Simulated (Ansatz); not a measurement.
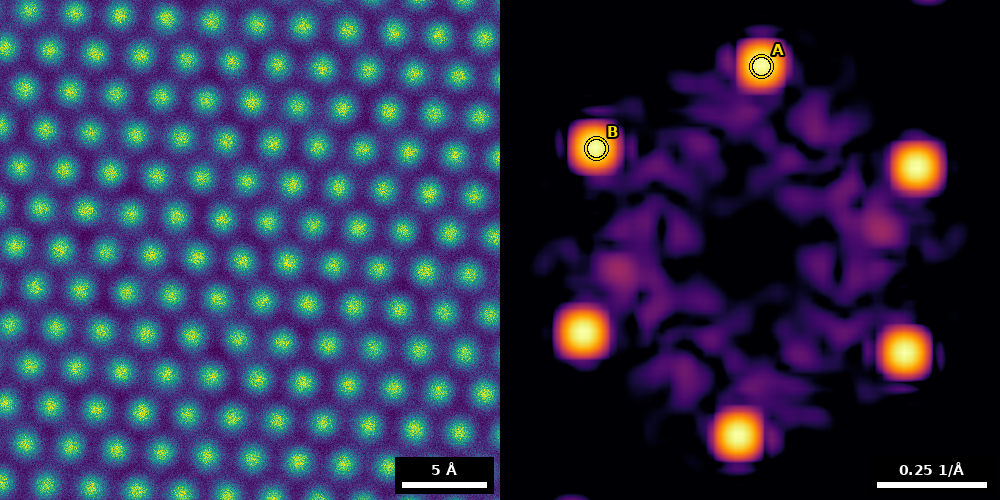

HAADF-like image of a crystal. Simulated incoherent Z contrast: every atom adds Z^1.6 spread by a probe of 1.30 Å full width; channelling and multiple scattering are left out. Shot noise and the speckle of an amorphous layer were added.

The right panel is the modulus of the image's Fourier transform on a logarithmic scale.

Q: Which lattice spacings do the marked spots stand for, and what angle do A and B enclose?

A: 2.4 Å, B: 2.4 Å; A and B enclose about 60°.

The crystal is Ge (Im-3m, No. 229) along [111]; the spots are (0 -1 1) and (1 -1 0). Structure: a calculation's starting geometry; the starting structure was generated, so it need not be a known form of this composition.
